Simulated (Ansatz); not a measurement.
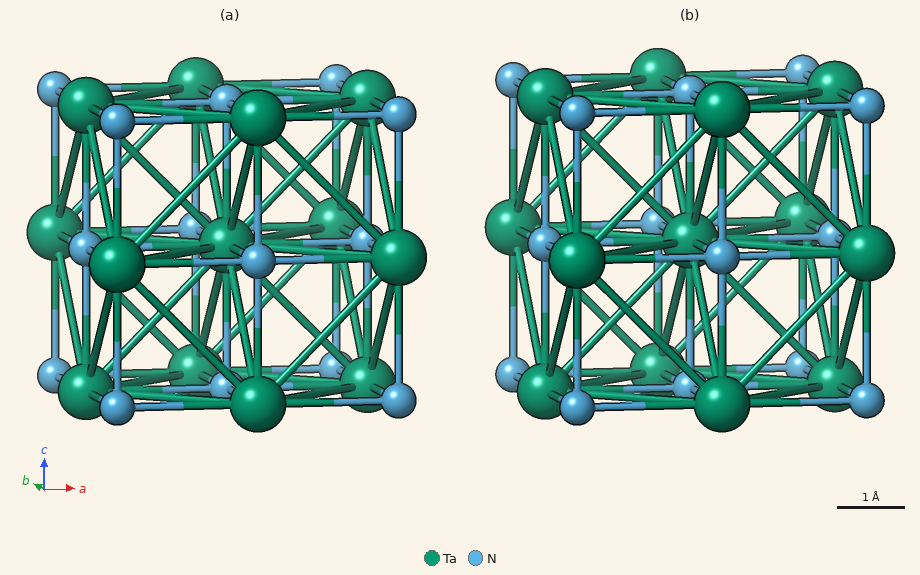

Left: a symmetric starting cell of TaN. Right: the same structure after one change, at the same scale. Style: ball-and-stick. Shown: the conventional cell (4 times the calculation's cell), slightly off an axis. Lengths and directions refer to the drawn axes.

All numbers below come from DFT PBEsol, scalar-relativistic, plane waves, PAW (Ansatz). Set-up: plane-wave cutoff 420 eV; k-point mesh 16 × 16 × 16; occupations gaussian; smearing width 0.1 eV; no spin polarisation.

Q: What distinguishes the right structure from the left one?

A: All lengths are scaled by +2.9 % (volume +8.9 %), the atoms keeping their fractional coordinates. No relaxation follows. The starting cell wasn't computed here and needn't be at equilibrium, so pressure and forces aren't due to the change alone.

Q: What does the change do?

A: The pressure is −22.2 GPa (not all of it need come from the change, since the unchanged cell can be under pressure at this level too). All forces vanish by symmetry. Among the bonded contacts that change: Ta–Ta 3.082 → 3.171 Å, N–Ta 2.179 → 2.242 Å. The space group stays Fm-3m (No. 225).
